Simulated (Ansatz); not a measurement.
System: Au.

```
Au
1.0
    -3.31454    0.00000    0.00000
     0.00000    0.00000   -3.31454
     0.00000   -3.31454    0.00000
Au
2
Direct
  0.00000 0.50000 0.28017
  0.50000 0.00000 0.71983
```

Space group P4/nmm; a structure from a database of computed crystals, not necessarily the ambient phase; not relaxed (largest force 0.9 eV/Å); computed pressure about −2 GPa in this cell.

All numbers below come from DFT r2SCAN, scalar-relativistic, plane waves, PAW in Ansatz 0.2.0.

> What will maps of the valence pseudo-density and electron localisation function show?

Au–Au (2.76 Å): ρ is about 0.35 e/Å³ halfway; the ELF is about 0.25 at the midpoint (no shared electron pair shows on this line).
Au–Au (2.99 Å): the density is about 0.23 e/Å³ at the midpoint; the ELF is about 0.20 at the midpoint (no shared electron pair shows on this line).

> Metal or insulator at this level of theory?

It is gapless in this calculation (a metal or semimetal).

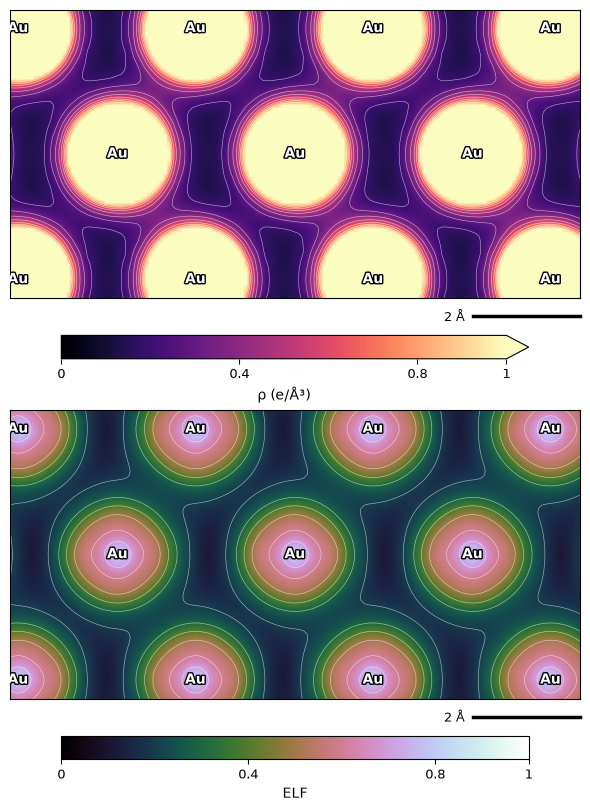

Computed valence pseudo-density and electron localisation function on the (110) plane of the conventional cell, in this order. 
